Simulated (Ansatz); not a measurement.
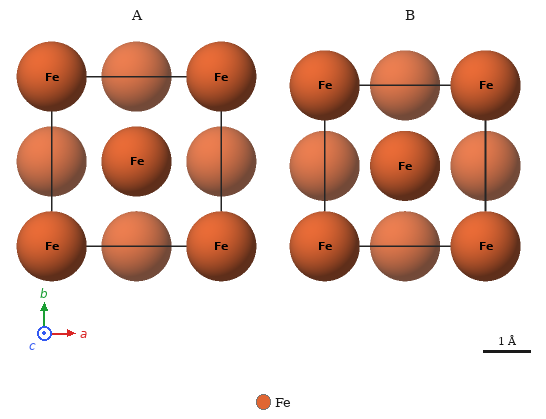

Two geometries of a crystal of Fe (a generated structure, set up in Fm-3m), drawn at one scale. One is the start of a relaxation, the other its converged end. The picture is a spheres-only view of the conventional cell (2 times the calculation's cell), seen along the c axis. Lengths and directions refer to the drawn axes.

Theory: Ansatz, DFT, PBE, plane waves (420 eV) with PAW, scalar-relativistic. Set-up: plane-wave cutoff 420 eV; k-point mesh 12 × 12 × 9; occupations fermi dirac; smearing width 0.05 eV; collinear spin; cell and atoms relaxed; force threshold 0.01 eV/Å; at most 60 steps.

> Which one is relaxed?

Structure B is the relaxed one. Phase: fcc. The atoms keep their places relative to the cell (all moves are under 0.005 Å). The drawn cell changes as follows: a = b 3.612 → 3.424 Å (−5.2 %), c 3.612 → 3.681 Å (+1.9 %); the volume changes by −8.4 %. Some distances before and after: Fe–Fe 2.554 → 2.421 Å, Fe–Fe 2.554 → 2.514 Å. The space group (tolerance 0.01 Å) goes from Fm-3m (No. 225) to I4/mmm (No. 139). The energy falls by 84.5 meV per atom in 4 accepted moves (5 points after the start). All forces vanish by symmetry, so only the cell relaxes. The pressure goes from −14.98 to 0.04 GPa. The SCF was repeated once at an unchanged geometry on a basis and grid sized afresh for the cell, which shifted the energy by 0.6 meV per atom at most.
